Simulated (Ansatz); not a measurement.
**A Fermi-surface study of Sc (space group P6_3/mmc, No. 194)**

The calculation's input:

```yaml
crystal:
  lattice:
    - [3.309, 0.0, 0.0]
    - [-1.6545, 2.86567806, 0.0]
    - [0.0, 0.0, 5.2733]
  atoms:
    - { symbol: Sc, position: [0.33333333, 0.66666667, 0.25] }
    - { symbol: Sc, position: [0.66666667, 0.33333333, 0.75] }
basis:
  ecutwfc: 420
kpoints:
  mp_grid: { grid: [18, 18, 8] }
hamiltonian:
  xc: pbe
scf:
  occupations: { method: gaussian, width: 0.05 }
output:
  forces: true
  eigenvalues: true
  eigenstates:
    nscf_kmesh: { grid: [30, 30, 18] }
    top_band: c6
    de_dk: true
    localisation: false
  stress: true
checkpoint:
  write: ck
  compress: false
  write_wavefunctions: false
  write_every: 100000
```

Command:

```sh
ansatz run input.yaml --threads 1 --pin off --max-ram 3072MiB --backend cpu --events-out ev --progress --plain --runs-dir out
```

The calculation used Ansatz, DFT PBE, scalar-relativistic, plane waves, PAW; levels and slopes on a dense k mesh at the converged density. No spin polarisation. Mesh 30×30×18, interpolated with the band slopes. Unrelaxed database geometry.

## 1. The sheets

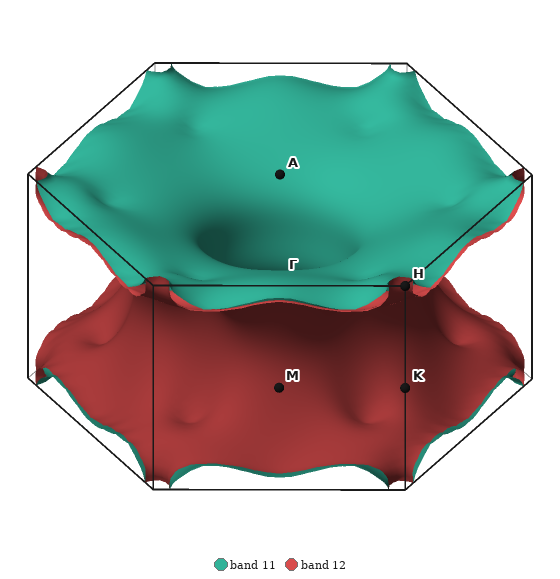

Computed Fermi surface of this crystal. Each colour is one band. The brighter face of a sheet looks towards empty states.

**Summarise the topology of this Fermi surface.**

Two bands cross the Fermi level; this is a three-dimensional metal.

Band 11: an open network that joins neighbouring zones in all directions (the band is filled at K, H and M and empty at Γ, A and L).
Band 12: a multiply connected open sheet, with filled and empty regions both running through the repeated zones in all directions (the band is filled at K, H and M and empty at Γ, A and L).

## 2. Speeds

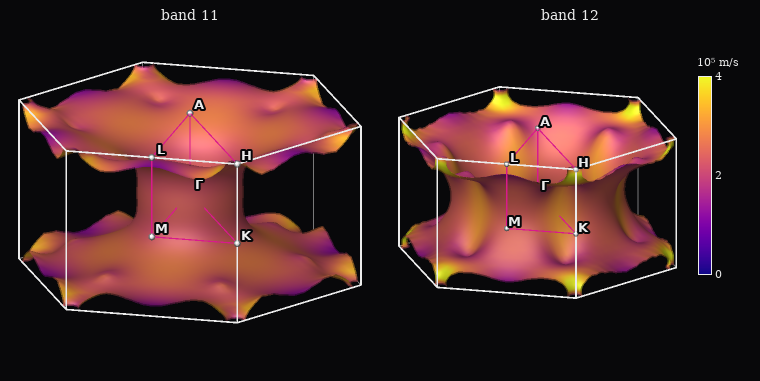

Fermi surface of this crystal, coloured by the Fermi speed.

**Give the range and mean of the Fermi speed for each band.**

Band 11: 1.5 to 3.0 × 10⁵ m/s over most of the sheet, 2.3 × 10⁵ m/s on average over states. Band 12: 1.9 to 3.6 × 10⁵ m/s over most of the sheet, 2.4 × 10⁵ m/s on average over states.

## 3. Cuts and bands

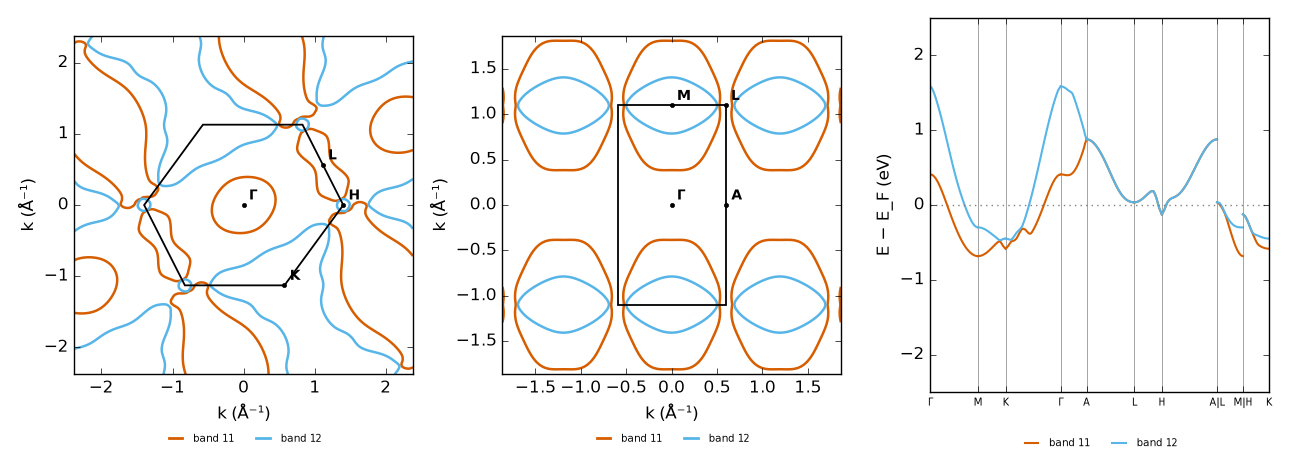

This crystal: cuts through the Fermi surface in the plane through Γ, H and L and the plane through Γ, A and M, and the bands that cross the Fermi level.

**Give each band's level at the labelled points, in eV from the Fermi level.**

```tsv
band	Γ	A	K	H	M	L
band 11	+0.41	+0.88	−0.58	−0.12	−0.68	+0.04
band 12	+1.59	+0.88	−0.45	−0.12	−0.30	+0.04
```

Negative values are filled states.

Necks and pockets thinner than about two mesh steps aren't resolved, so separate pockets may in truth be joined.

Cost: 12 s on 1 thread of AMD EPYC 9R45 96-Core Processor (Zen 5) (shared host), peak memory 0.65 GiB.
